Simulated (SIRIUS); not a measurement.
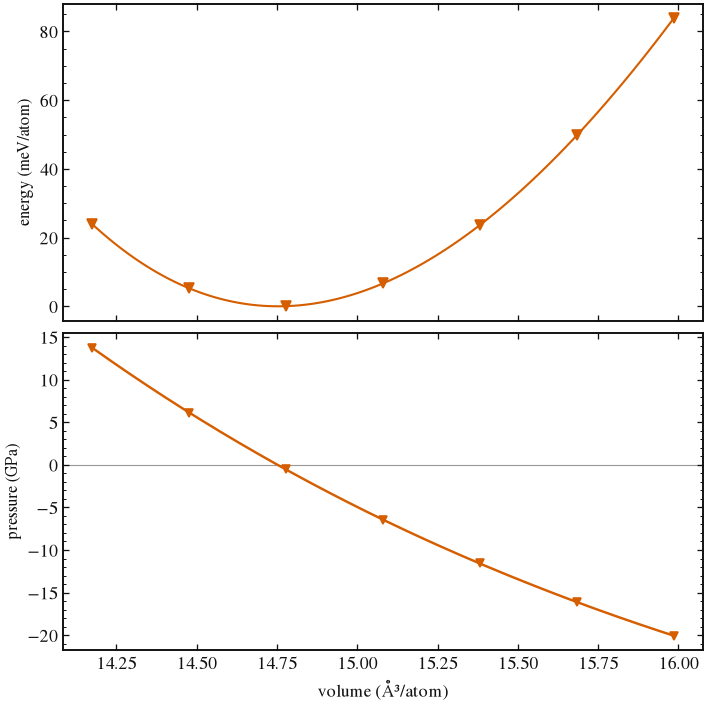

The picture above shows the energy and pressure against volume for Pt, space group Fm-3m (No. 225).

Cell as given: a = 2.773 Å, b = 2.773 Å, c = 2.773 Å, α = 60.00°, β = 60.00°, γ = 60.00°; 1 atom.

How it was computed, with SIRIUS 7.12.0: plane-wave DFT, no spin polarisation; energies at scaled volumes of the given cell, shape and fractions fixed, counted from the fit's minimum, third-order Birch-Murnaghan fit. Level: LDA.

```tsv
setting	value
k mesh	8×8×8
occupations	Fermi–Dirac
smearing width	0.05 eV
potentials	dojo sr pbe 0.4.1 standard
wave cutoff	1152 eV
density cutoff	4606 eV
```

Question: How stiff is the solid, and where is its volume at rest?

Answer: A third-order Birch–Murnaghan fit gives V0 = 14.75 Å³/atom, B0 = 310 GPa and B′ = 5.4.

Question: How does the pressure vary with volume?

Answer: It falls from 13.74 GPa at volume 14.18 Å³/atom to −20.05 GPa at 15.98 Å³/atom, and changes sign near 14.75 Å³/atom.

Limits of the calculation: coarse k mesh; spin-orbit coupling left out, heavy elements.
